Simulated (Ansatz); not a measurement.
Mg

The calculation's input:

```
crystal:
  lattice:
    - [3.2093, 0.0, 0.0]
    - [-1.60465, 2.7793353284, 0.0]
    - [0.0, 0.0, 5.2103]
  atoms:
    - { symbol: Mg, position: [0.3333333333, 0.6666666667, 0.25] }
    - { symbol: Mg, position: [0.6666666667, 0.3333333333, 0.75] }
scf:
  occupations: { method: methfessel_paxton, width: 0.1 }
output:
  forces: true
  stress: true
  eigenvalues: true
  write_density: true
  write_potential: true
  elf: true
  volumetric_format: npy
kpoints:
  mp_grid: { grid: [21, 21, 12] }
hamiltonian:
  xc: pbesol
relax:
  f_tol: 0.002
  adjacent_minimum: "off"
  cell: { stress_tol: 0.05 }
```

Launched as:

```sh
ansatz run input.yaml --threads 2 --pin off --max-ram 6144MiB --backend cpu --events-out ev --progress --plain --runs-dir out
```

Below, planes, directions and counts refer to the conventional cell (a = 3.17 Å, b = 3.17 Å, c = 5.16 Å, α = 90.00°, β = 90.00°, γ = 120.00°).

The fields are those of the relaxed geometry.

Space group P6₃/mmc.

These are results of Ansatz, DFT PBEsol, scalar-relativistic, plane waves, PAW, not measurements.

Core electrons are frozen (PAW), and the valence fields are smoothed inside the atomic spheres.

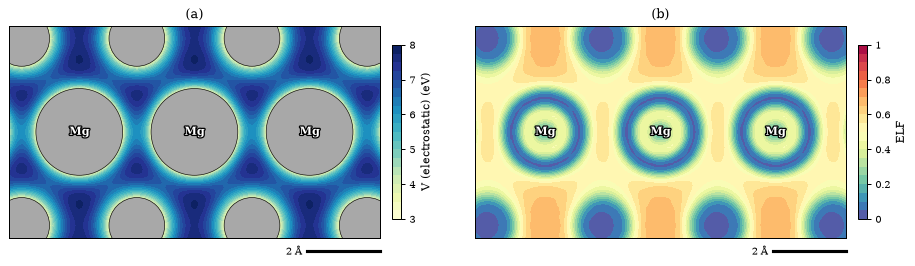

Figure 1. (a) electrostatic potential (local pseudopotential plus Hartree) felt by an electron; (b) electron localisation function on the (010) plane of the conventional cell. Grey discs cover the atomic cores in the potential map.

Question: Describe what can be read from this map.

Answer: The section cuts through Mg sites.
Atoms just off the plane (Mg, 0.9 Å away) can leave unmarked features too.
Mg–Mg (3.17 Å): the ELF reaches about 0.60 near the midpoint.
Outside the cores the potential energy rises away from the atoms and is highest about 1.9 Å from the nearest atoms; its zero is arbitrary.

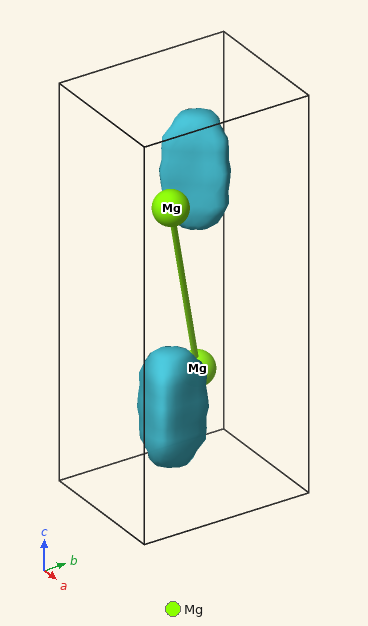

Figure 2. Isosurface of the electron localisation function at 0.65 (cyan), seen slightly off an axis. Core shells and regions of very low density are left out. Sticks mark near contacts.

Question: Identify the bonds, lone pairs and shells in this picture.

Answer: At this value the surface marks out two pockets between the atoms, centred on no nucleus (multi-centre or interstitial), counted in one cell of 2 atoms. Regions shared between cells count once. There are no localised bonds or lone pairs at this value. Along the contacts the grid gives the following. Mg–Mg (3.16 Å): the ELF reaches about 0.55 near the midpoint.

Question: Does the calculation make it a metal, or give it a gap?

Answer: It is metallic or semimetallic at this level of theory: no gap opens.
